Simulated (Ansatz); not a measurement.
Consider SiC$_{3}$.

The calculation's input:

```
crystal:
  lattice:
    - [1.4176586663, -2.4554568379, 0.0]
    - [0.0, 0.0, -4.7120158777]
    - [4.2529759989, 2.4554568379, 0.0]
  atoms:
    - { symbol: C, position: [0.5, 0.9371745128, 0.1666666667] }
    - { symbol: C, position: [0.0, 0.9371745128, 0.6666666667] }
    - { symbol: Si, position: [0.0, 0.4371745128, 0.3333333333] }
    - { symbol: C, position: [0.5, 0.4371745128, 0.8333333333] }
    - { symbol: C, position: [0.5, 0.5628254872, 0.1666666667] }
    - { symbol: C, position: [0.0, 0.5628254872, 0.6666666667] }
    - { symbol: Si, position: [0.0, 0.0628254872, 0.3333333333] }
    - { symbol: C, position: [0.5, 0.0628254872, 0.8333333333] }
basis:
  ecutwfc: 500
kpoints:
  mp_grid: { grid: [8, 6, 6] }
hamiltonian:
  xc: r2scan
scf:
  occupations: { method: gaussian, width: 0.02 }
output:
  forces: true
  stress: true
  eigenvalues: true
  write_density: true
  write_potential: true
  elf: true
  volumetric_format: npy
relax:
  adjacent_minimum: "off"
  f_tol: 0.015
  max_steps: 60
  cell: { stress_tol: 0.15 }
```

Command:

```sh
ansatz run input.yaml --threads 1 --pin off --max-ram 2560MiB --backend cpu --events-out ev --progress --plain --runs-dir out
```

Below, planes, directions and counts refer to the conventional cell (a = 2.79 Å, b = 4.83 Å, c = 4.95 Å, α = 90.00°, β = 90.00°, γ = 90.00°).

The fields are those of the run's last geometry, not of the input's.

Space group Pmm2; a structure from a database of computed crystals, not necessarily the ambient phase.

Theory: DFT r2SCAN, scalar-relativistic, plane waves, PAW in Ansatz.

### Predict the valence pseudo-density and electron localisation function between the atoms.

Si–Si (2.15 Å): the density is about 0.84 e/Å³ at the midpoint; the ELF peaks at about 1 between the atoms; a covalent bond.

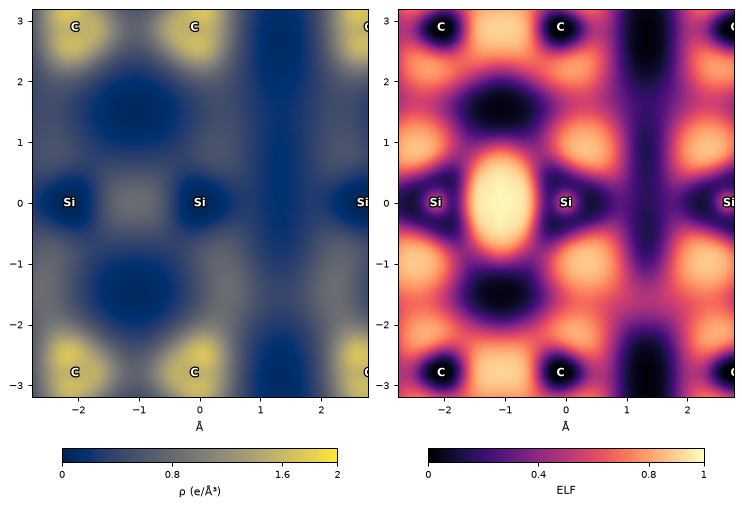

Computed valence pseudo-density and electron localisation function on the (101̄) plane of the conventional cell, in this order. Atoms just off the plane (C, 0.7 Å away) can leave unmarked features too.

The density is the valence pseudo-density of a PAW calculation; it isn't the true density close to the nuclei.
